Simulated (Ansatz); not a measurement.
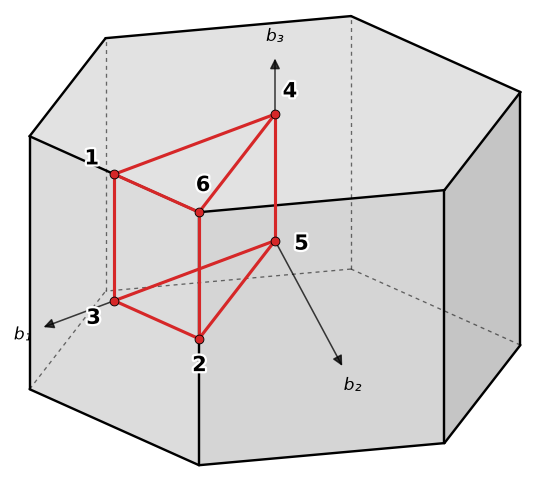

The first Brillouin zone of a primitive hexagonal lattice (hP; extended symbol hP2) is drawn with its special points numbered. Crystal: PtSe₂, a calculation's input that goes back to an entry of the Crystallography Open Database (an earlier step may have relaxed or displaced it). Symmetry computed with spglib at a tolerance of 0.002 Å; standard conventional cell.

a = 3.724 Å, b = 3.724 Å, c = 5.062 Å, α = 90.00°, β = 90.00°, γ = 120.00°.

Labels and path follow the convention of Hinuma et al. (2017), as computed by seekpath; the arrows show the directions of the reciprocal primitive vectors b₁, b₂, b₃, in which coordinates are given.

Question: Which special point is each number?

Answer:
| no. | label | coordinates |
| --- | --- | --- |
| 1 | L | (1/2, 0, 1/2) |
| 2 | K | (1/3, 1/3, 0) |
| 3 | M | (1/2, 0, 0) |
| 4 | A | (0, 0, 1/2) |
| 5 | Γ | (0, 0, 0) |
| 6 | H | (1/3, 1/3, 1/2) |
